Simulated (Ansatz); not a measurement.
Single-point calculation, with input and output: Mo

The run: single-point calculation of Mo (2 atoms in the cell). Method and program: DFT PBE, scalar-relativistic, plane waves, PAW, no spin polarisation (Ansatz 0.2.0).

The structure derives from an entry of the Crystallography Open Database. It belongs to a series of runs on one base structure; here: mode 4 (160.3 1/cm) frozen in, largest displacement -0.150 A. Figures and captions count atoms from 1; the log counts them from 0 in places.

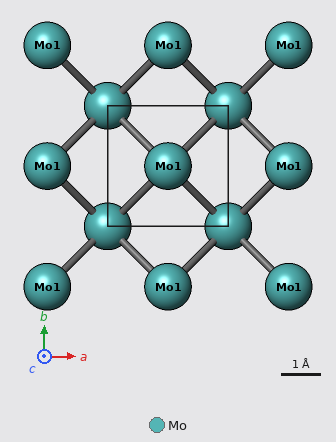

The structure as given in the input (ball-and-stick view of the cell of the calculation, set on other vectors, along the c axis; bonded neighbours outside the cell are drawn too; atoms are numbered from 1 in the order of the input). Near neighbours in the crystal (not all of them lie inside the picture): Mo has 4 Mo at 2.56 Å.

Summary:

- outcome: converged
- space group (tolerance 0.01 Å): P4/nmm (129)
- electrons treated: 28
- free energy: −9911.7189 eV
- Fermi energy: 21.080 eV
- gap on the k-point mesh: none (metallic)
- pressure: 11.28 GPa
- largest force (length of the vector): 2.390 eV/Å
- hardware: 2 threads of Intel Xeon @ 2.50GHz (Skylake/Cascade Lake), 192 GiB of memory available, shared host
- wall time: 14 s (CPU time 26 s)
- peak memory: 0.52 GiB

Notes:

The cell is under a pressure of 11.3 GPa at this level, so it is not at its equilibrium volume.

Input:
```yaml
crystal:
  lattice:
    - [0.0, -3.142, 0.0]
    - [-3.142, 0.0, 0.0]
    - [0.0, 0.0, -3.142]
  atoms:
    - { symbol: Mo, position: [0.5, 0.5, 0.5477402928] }
    - { symbol: Mo, position: [0.0, 0.0, -0.0477402928] }
basis:
  ecutwfc: 420
kpoints:
  mp_grid: { grid: [16, 16, 16] }
hamiltonian:
  xc: pbe
scf:
  occupations: { method: gaussian, width: 0.15 }
output:
  forces: true
  stress: true
  eigenvalues: true
  write_density: true
  write_potential: true
  elf: true
  volumetric_format: npy
```

Launched with:
```bash
ansatz run input.yaml --threads 2 --pin off --max-ram 5120MiB --backend cpu --events-out ev --progress --plain --runs-dir out
```

What the program printed:
```
Engine: ansatz 0.2.0, x86_64-unknown-linux-gnu
Pseudopotentials: kind: paw
Pseudopotential: Mo, paw, valence charge 14, recommended cutoff 420 eV (normal), Mo.paw.azcp
Functional definition: PBE
  parameter kappa = 0.804
  parameter beta = 0.06672455060314922
  exchange = pbe_x(kappa = kappa, mu = beta*pi^2/3)
  correlation = pbe_c(beta = beta)
Crystal: 2 atoms, lattice volume = 31.018 Å³
Basis set: ecut = 420 eV, 619 PW (Γ), exchange–correlation on 48×48×48 points (8 copies of the dense FFT grid, shifted against one another)
Bands: 18, of which v1, the nominal top of the filled ones, is band 14 counted from 1 (13 counted from 0)
Symmetry: 16 space group operations
Space group: P4/nmm (ITA 129), of the structure as read, at distance tolerance 3.1e-5 Å
k-points: 405 of 4096
Non-local potential: Mo, projectors of the file, l = 0: 3, l = 1: 2, l = 2: 2, l = 3: 1
PAW form: soft (Blöchl's): semilocal exchange-correlation on the pseudo side does not see the compensation charge
PAW one-centre angular grid: Mo, 590 points (default); XC on 64 Gauss nodes
Initial density: superposition of atomic densities (neutral atoms: chi_scale 0, normalization atom), corrected by the library's trained network
Initial wavefunctions: pseudopotential atomic-orbital guess
Functional: x = pbe(κ = 0.804, μ = 0.2195149727645171), c = pbe(β = 0.06672455060314922)
SCF iter   1: F=—  HF=-9911.719182 eV  |F-HF|=—  |Δ(HF+E_count)|=         —  Δρ=3.39e-3  dr2=1.34e-3  ethr=1.77e-3  ⟨swp⟩=5.1  Hψ=32413  notcnv=0
preconditioner: auto → none  [metal: Δε(μ)=0.009 eV  Ē_g=4.763 eV  σ=0.150 eV  W_gap=0.03  n_scr=6 (ndim 8)  ℏωp=23.1 eV  f_vac=0.000  D(μ)=1.05/eV (n_scr^D=6)  sad-step TF]
SCF iter   2: F=—  HF=-9911.718827 eV  |F-HF|=—  |Δ(HF+E_count)|=   3.55e-4  Δρ=1.84e-3  dr2=3.92e-4  ethr=4.80e-6  ⟨swp⟩=2.3  Hψ=13933  notcnv=0
SCF iter   3: F=—  HF=-9911.718856 eV  |F-HF|=—  |Δ(HF+E_count)|=   2.90e-5  Δρ=2.77e-4  dr2=1.73e-5  ethr=1.40e-6  ⟨swp⟩=2.7  Hψ=13167  notcnv=0
SCF iter   4: F=—  HF=-9911.718855 eV  |F-HF|=—  |Δ(HF+E_count)|=   1.11e-6  Δρ=6.87e-5  dr2=6.92e-7  ethr=6.18e-8  ⟨swp⟩=2.0  Hψ=12091  notcnv=0
iter 5 did not close the SCF: its close was put off for the readings that it lacked (scf_convergence_deferred on its scf_iter line)
SCF iter   5: F=-9911.718855 eV  HF=-9911.718855 eV  |F-HF|=2.27e-8  |Δ(HF+E_count)|=   1.24e-7  Δρ=1.70e-5  dr2=6.18e-8  ethr=2.47e-9  ⟨swp⟩=2.0  Hψ=9740  notcnv=0
SCF iter   6: F=-9911.718855 eV  HF=-9911.718855 eV  |F-HF|=9.23e-9  |Δ(HF+E_count)|=  3.06e-10  Δρ=5.28e-6  dr2=1.16e-8  ethr=2.21e-10  ⟨swp⟩=5.3  Hψ=42526  notcnv=0
SCF 1 converged in 6 iterations: F = -9911.718855 eV  dr2 = 1.16e-8
  greatest PAW one-centre occupation: 0.998 electrons in one spin orbital (limit 2), on the Mo atom at site 1 (counted from 0), in its partial waves of l = 0
```

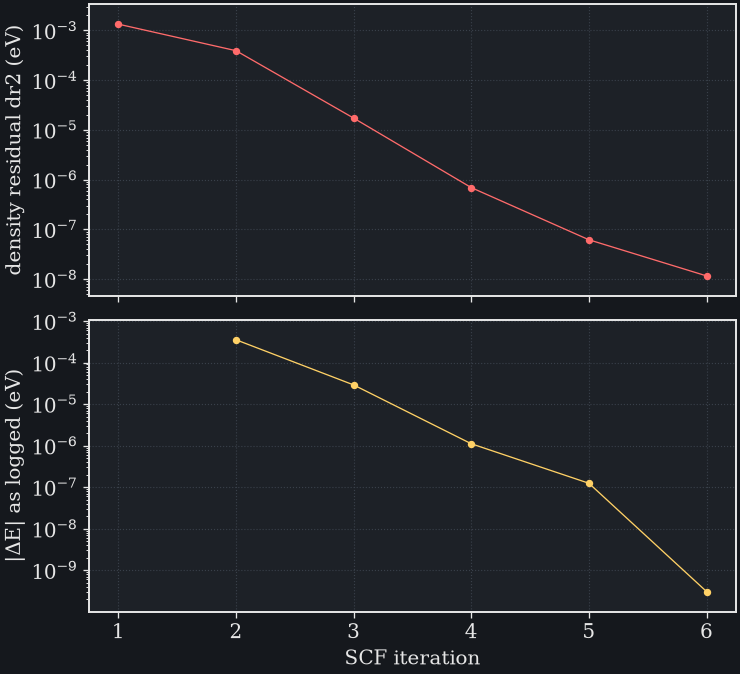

Convergence of the self-consistent field: density residual dr2 and size of the energy change against the SCF iteration. The residual falls at every step.

```
SCF converged after 6 iterations
Free energy (F): -9911.718855 eV
Harris-Foulkes:  -9911.718855 eV  (|F-HF|=9.23e-9)
Internal energy: -9911.706969 eV  (E = F + TS)
E sigma→0 (E₀):  -9911.712912 eV
Entropy (-TS):   -0.011886 eV (-5.943 meV/atom)
Fermi energy:    21.079604 eV
--- Per-component energies (eV) ---
  E_band       = -104.112737
  E_kinetic    = 885.468711
  E_local      = -1592.771356  (includes V_loc(G=0)·N_el)
  E_nonlocal   = 286.671360
  E_hartree    = 532.343878
  E_xc         = -367.997316
  E_vxc        = -459.403007  (∫ρ·V_xc dr)
  E_paw        = -6403.137698  (= ΣΔE_a)
  E_vpaw       = -288.764364  (= ΣTr[D̂ρ^β])
  E_aug_tail   = 0.000081  (compensation charges beyond the density's cutoff)
  E_ewald      = -3252.284629
  E_smearing   = -0.011886  (= −TS)
  E_closure    = 0.000000  (closes the sum)
  Σ components = -9911.718855   (vs F -9911.718855, Δ=0.00e0)
--- Forces (eV/Å), atoms counted from 1 ---
  atom   1  Mo     0.00000000     0.00000000     2.38988213
  atom   2  Mo     0.00000000     0.00000000    -2.38988213
  max |Σ_I F_I| component: 0.00e0 eV/Å
--- Stress (GPa, compression-positive) ---
       12.245946       0.000000       0.000000
        0.000000      12.245946       0.000000
        0.000000       0.000000       9.335802
  P = ⅓ Tr σ = 11.2759 GPa (112.759 kbar)
--- Band table (eV; the first three rows and the last of 405) ---
  k-point 0: bands = ["-39.9700", "-39.4039", "-14.2813", "-14.2813", "-14.1144", "-13.2414", "-13.0740", "-13.0740", "14.1041", "15.5523", "16.0751", "19.4982", "20.2214", "20.2214", "22.1360", "23.3033", "24.7500", "24.7500"]
  k-point 1: bands = ["-39.9660", "-39.4065", "-14.2738", "-14.2738", "-14.1165", "-13.2606", "-13.0807", "-13.0807", "14.1919", "15.5928", "16.1501", "19.5282", "20.2088", "20.2088", "22.1734", "23.1927", "24.5419", "24.5419"]
  k-point 2: bands = ["-39.9543", "-39.4142", "-14.2521", "-14.2521", "-14.1216", "-13.3163", "-13.1004", "-13.1004", "14.4493", "15.7127", "16.3659", "19.6165", "20.1771", "20.1771", "22.2830", "22.8793", "24.0239", "24.0239"]
  k-point 404: bands = ["-39.6243", "-39.6243", "-14.4223", "-14.4223", "-13.9132", "-13.9132", "-13.3998", "-13.3998", "18.2415", "18.2415", "18.7570", "18.7570", "19.2465", "19.2465", "23.7294", "23.7294", "23.7408", "23.7408"]
```

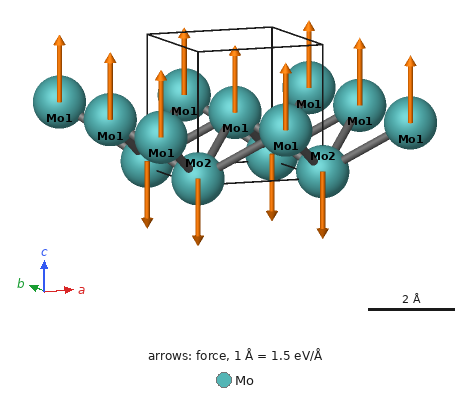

Forces on the atoms as orange arrows (ball-and-stick view of the cell of the calculation, set on other vectors, seen slightly off an axis; bonded neighbours outside the cell are drawn too; atoms are numbered from 1 in the order of the input). The largest act on Mo1, Mo2 (2.39 eV/Å). The geometry is not a stationary point of this energy.

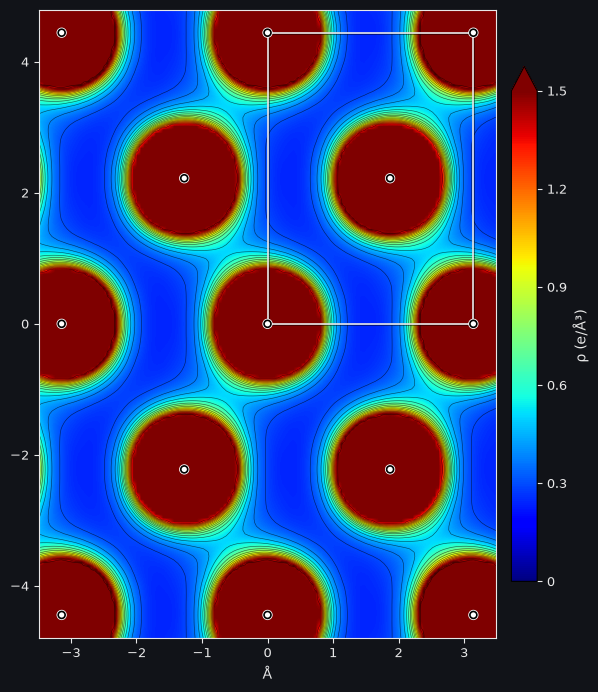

Valence pseudo-density on the (110) plane of the conventional cell. Circles mark the nuclei in the plane (Mo). Atoms in the plane: Mo. Mo–Mo (2.56 Å): the density is about 0.51 e/Å³ at the midpoint. Away from the nuclei the density in this plane falls to 0.24 e/Å³ at its lowest. In a PAW calculation such maps are meaningful between the atoms, not at the nuclei.

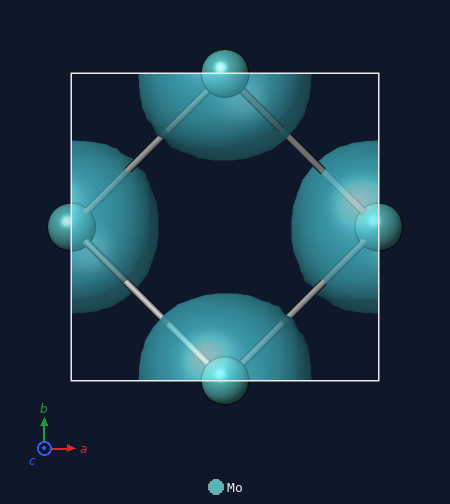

Isosurface of the valence pseudo-density at 1 e/Å³ (cyan), seen along the c axis. Sticks mark near contacts. The outline is the cell set on symmetry axes. At this value the density breaks into separate islands; it holds about 65 % of the electrons treated as valence (semicore included). It is pinched off along the Mo–Mo (2.56 Å) contacts. On the grid the lowest density along these lines, outside the cores, is 0.51 e/Å³ (Mo–Mo, 2.56 Å).
